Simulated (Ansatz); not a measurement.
Consider HfO3.

The calculation's input:

```
crystal:
  lattice:
    - [3.3235951959, 0.0, 0.0]
    - [0.0, 3.3235951959, 0.0]
    - [0.0, 0.0, 3.3235951959]
  atoms:
    - { symbol: Hf, position: [0.0, 0.0, 0.0] }
    - { symbol: O, position: [0.0, 0.5, 0.5] }
    - { symbol: O, position: [0.5, 0.0, 0.5] }
    - { symbol: O, position: [0.5, 0.5, 0.0] }
basis:
  ecutwfc: 420
kpoints:
  mp_grid: { grid: [14, 14, 14] }
  band_path:
    path:
      - [[0.0, 0.0, 0.0], [0.0, 0.5, 0.0], [0.5, 0.5, 0.0], [0.0, 0.0, 0.0], [0.5, 0.5, 0.5], [0.0, 0.5, 0.0]]
      - [[0.5, 0.5, 0.5], [0.5, 0.5, 0.0]]
    npoints: 14
hamiltonian:
  xc: pbe
scf:
  occupations: { method: gaussian, width: 0.1 }
  n_extra_bands: 10
output:
  forces: true
  stress: true
  eigenvalues: true
  populations: true
  dos: { projected: true, de: 0.02, nscf_kmesh: { grid: [17, 17, 17] } }
  bader: true
  write_density: true
  write_potential: true
  elf: true
  volumetric_format: npy
```

Command:

```sh
ansatz run input.yaml --threads 1 --pin off --max-ram 2560MiB --backend cpu --events-out ev --progress --plain --runs-dir out
```

Below, planes, directions and counts refer to the conventional cell (a = 3.32 Å, b = 3.32 Å, c = 3.32 Å, α = 90.00°, β = 90.00°, γ = 90.00°).

Space group Pm-3m; a structure generated by program, which may or may not match a known phase.

These are results of Ansatz 0.2.0, DFT PBE, scalar-relativistic, plane waves, PAW, not measurements.

What can the converged valence pseudo-density and electron localisation function tell about the bonding?

Answer. Hf–O (2.35 Å): the density is about 0.37 e/Å³ at the midpoint; the ELF peaks at about 0.85 in the valence shell of O, 0.6 Å from its nucleus, and drops to about 0.10 between the two atoms: no shared electron pair shows on this line.
Bader's partition of the density gives Hf +2.65 and O −0.88 e.

Metal or insulator at this level of theory?

Answer. It is metallic or semimetallic at this level of theory: no gap opens.

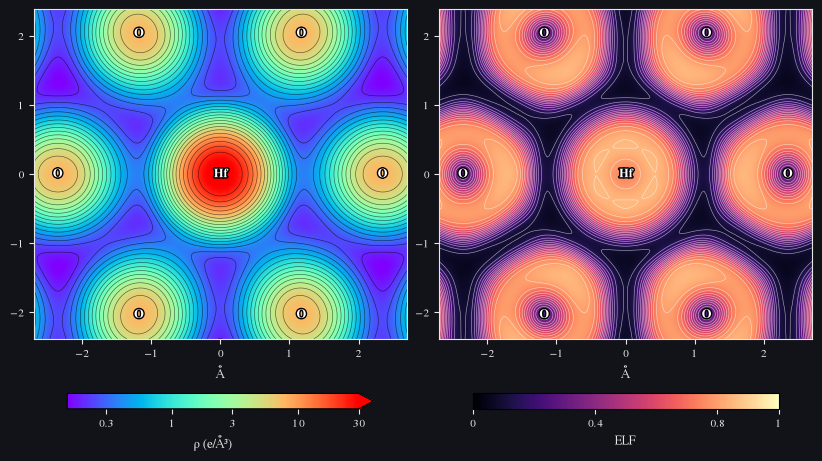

Computed valence pseudo-density and electron localisation function on the (111) plane of the conventional cell, in this order. 

Core electrons are frozen (PAW), and the valence fields are smoothed inside the atomic spheres.
